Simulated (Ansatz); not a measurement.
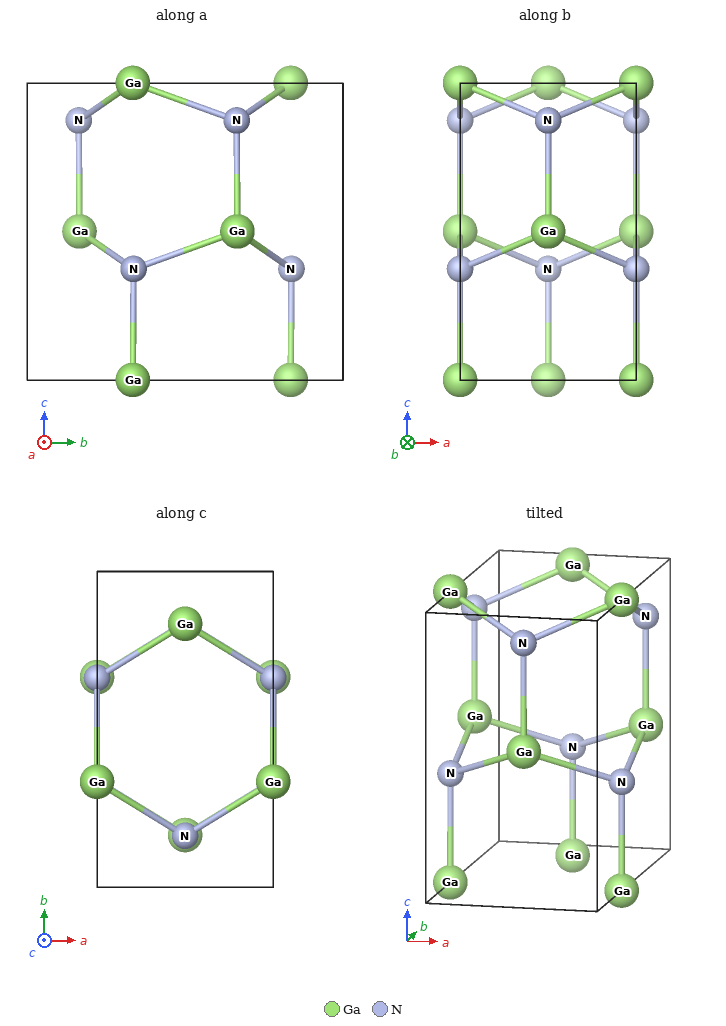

Crystal structure, ball-and-stick style, seen along the a axis, along the b axis, along the c axis and slightly off an axis. The wireframe shows the conventional unit cell.

Lattice parameters: a = 3.0752 Å, b = 5.5134 Å, c = 5.1836 Å, α = 90.000°, β = 90.000°, γ = 90.000°.

### Put the structure into a CIF with its space group and independent sites, with free fractional coordinates to two decimals.

```cif
data_structure
_symmetry_space_group_name_H-M 'C m c 21'
_symmetry_Int_Tables_number 36
_cell_length_a 3.0752
_cell_length_b 5.5134
_cell_length_c 5.1836
_cell_angle_alpha 90.000
_cell_angle_beta 90.000
_cell_angle_gamma 90.000
_cell_volume 87.89
loop_
_atom_site_label
_atom_site_type_symbol
_atom_site_symmetry_multiplicity
_atom_site_Wyckoff_symbol
_atom_site_fract_x
_atom_site_fract_y
_atom_site_fract_z
_atom_site_occupancy
Ga1 Ga 4 a 0.00 0.33 0.00 1
N1 N 4 a 0.00 0.34 0.37 1
```

It goes back to a structure type filled with these elements by a generator (whether the compound takes this form wasn't checked). The cell was then strained or its atoms displaced on purpose. A calculation with Ansatz used it as input.

At this level of theory the cell isn't at rest (compressed, at 7 GPa), so its distances can differ from those at equilibrium, the more so the softer the solid.
